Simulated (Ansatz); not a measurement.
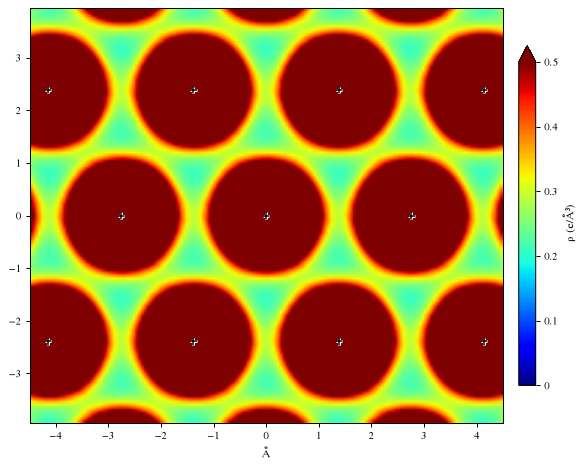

The valence charge density (pseudo) on a plane through atoms (crosses mark nuclei in the plane).

Method: DFT, LDA (PW92), plane waves (420 eV) with PAW, scalar-relativistic in Ansatz 0.2.0.

Candidates:
A. Pd, a = 2.76 Å, b = 2.76 Å, c = 4.65 Å, α = 90.00°, β = 90.00°, γ = 120.00°. Space group P6₃/mmc; set up as Pd, hcp; a generated structure, not necessarily the stable one; changed on purpose from its base cell (volume × 1.08); computed pressure about −14 GPa in this cell; the program warned that a starting moment wasn't kept; spin-polarised, but the moments vanished.
B. Cr, a = 4.94 Å, b = 4.94 Å, c = 4.94 Å, α = 90.00°, β = 90.00°, γ = 90.00°. Space group Fd-3m; set up as Cr, diamond; a generated structure, not necessarily the stable one; changed on purpose from its base cell (volume × 1.0); computed pressure about 4 GPa in this cell; spin-polarised.

**Which candidate gave the map?**

Candidate A: Pd on the (001) plane of the conventional cell, which holds Pd. Pd–Pd (2.76 Å): ρ at the midpoint is about 0.29 e/Å³.
